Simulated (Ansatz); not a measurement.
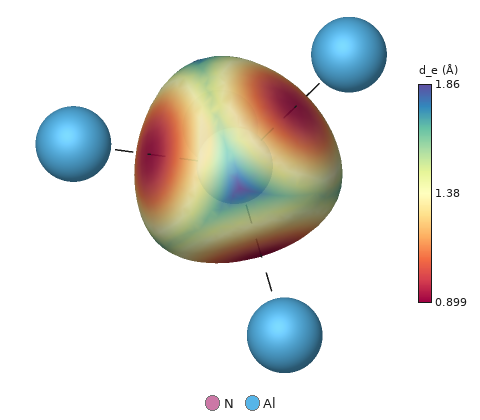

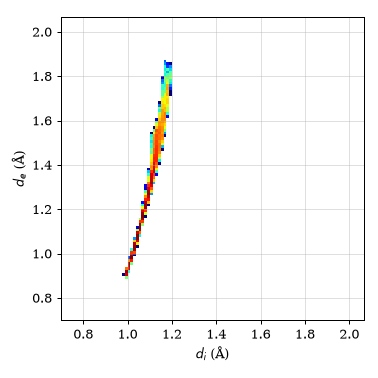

Hirshfeld surface computed for one N atom in AlN in space group P6_3mc, coloured by d_e. Dashed lines lead to the closest neighbours outside. The second picture is its fingerprint plot, coloured by area on a logarithmic scale (blue little, red much).

The surface is where the fragment's share of the procrystal density (the sum of the densities of spherically averaged neutral Hartree-Fock atoms) equals one half. d_i and d_e are the distances from the surface to the nearest nucleus inside and outside.

The cell is taken from the input geometry of an electronic-structure calculation (not necessarily at equilibrium); the starting structure was generated, so it need not be a known form of this composition.

```
Al N
1.0
     3.10669    0.00000    0.00000
    -1.55335    2.69048    0.00000
     0.00000    0.00000    4.97859
Al N
2 2
Direct
  0.33333 0.66667 0.99670
  0.66667 0.33333 0.49670
  0.33333 0.66667 0.37830
  0.66667 0.33333 0.87830
```

### What is the shortest distance from the fragment to an atom outside it?

N–Al, 1.89 Å.

### How is the surface shared among contacts (nearest atom inside ··· nearest atom outside)?

N···Al 100 %. The surface faces 4 neighbours with more than 2 % of its area each: 4 Al.

### Give the size and shape of the surface.

It encloses about 5.5 Å³, has an area of about 15 Å² and a globularity of 0.99 (1 for a sphere).

### Where does the fingerprint reach closest to the origin?

The smallest d_i + d_e is about 1.9 Å, which belongs to the shortest contact, N···Al at 1.89 Å; d_e runs from 0.90 to 1.86 Å.
